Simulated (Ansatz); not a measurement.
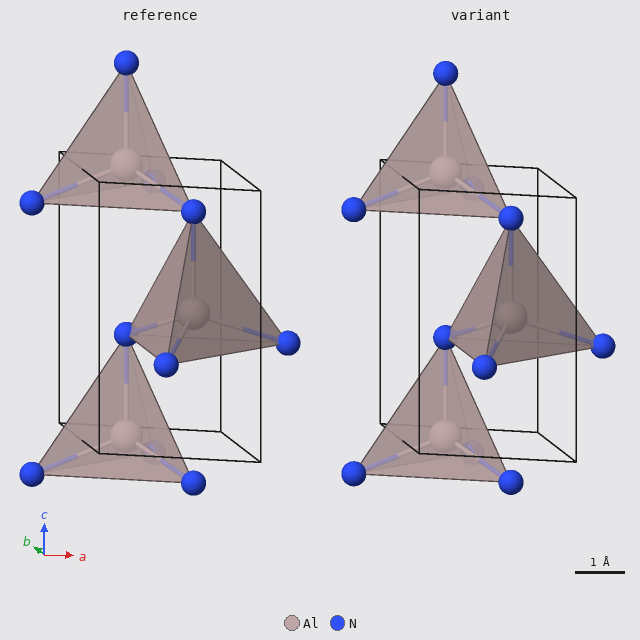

Left: a symmetric starting cell of AlN (made from another compound by putting N in place of P). Right: the same structure after one change, at the same scale. Style: polyhedral. Shown: the cell of the calculation, slightly off an axis.

Computed with DFT PBEsol, scalar-relativistic, plane waves, PAW (Ansatz). (plane-wave cutoff 420 eV; k-point mesh 9 × 9 × 6; occupations gaussian; smearing width 0.02 eV; no spin polarisation)

Which change leads from the left to the right?

All lengths are scaled by −2.7 % (volume −7.9 %), the atoms keeping their fractional coordinates. No relaxation follows. The starting cell wasn't computed here and needn't be at equilibrium, so pressure and forces aren't due to the change alone.

And its effect?

The pressure is −32.7 GPa (not all of it need come from the change, since the unchanged cell can be under pressure at this level too). The principal stresses (compression positive) are −34.4 GPa along c and −31.9 GPa across it. The largest forces, 0.16 eV/Å, act on Al and N. Among the bonded contacts that change: Al–N 2.145 → 2.086 to 2.094 Å. The space group stays P6_3mc (No. 186).
